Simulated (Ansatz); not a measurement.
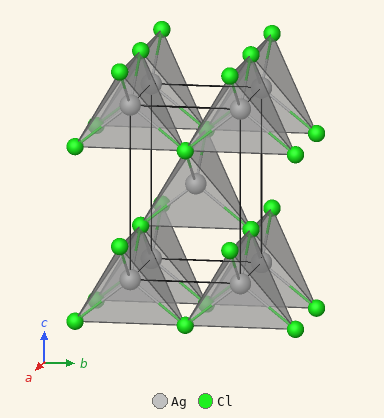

Shown here is a polyhedral view of the crystal, taken slightly off an axis. The frame is the conventional unit cell; atoms at its boundary are shown with their periodic copies. A few atoms beyond the faces are included.

AgCl, space group I-4m2 (No. 119), a = 4.061 Å, b = 4.061 Å, c = 6.440 Å, α = 90.00°, β = 90.00°, γ = 90.00°. Origin of the cell: a structure type filled with these elements by a generator (whether the compound takes this form wasn't checked). The cell was then strained or its atoms displaced on purpose. Ansatz was used for an electronic-structure calculation on it.

This one geometry was computed with Ansatz (DFT, plane waves, PAW) at three levels of theory: PBE, r2SCAN and HSE06. It was relaxed with r2SCAN and then strained.

### How does the band gap change with the level of theory?

PBE: a gap of 1.20 eV, direct; r2SCAN: a gap of 1.60 eV, direct; HSE06: a gap of 2.66 eV, direct.

### Collect the results in a table.

| level | cutoff (eV) | k-mesh of the run's cell | gap (eV) | pressure (GPa) |
| --- | --- | --- | --- | --- |
| PBE | 420 | 8×8×8 | 1.20 | 1.3 |
| r2SCAN | 500 | 8×8×8 | 1.60 | 0.1 |
| HSE06 | 420 | 6×6×6 | 2.66 | 1.2 |

Gaps are taken on the k-mesh or band path of each run.
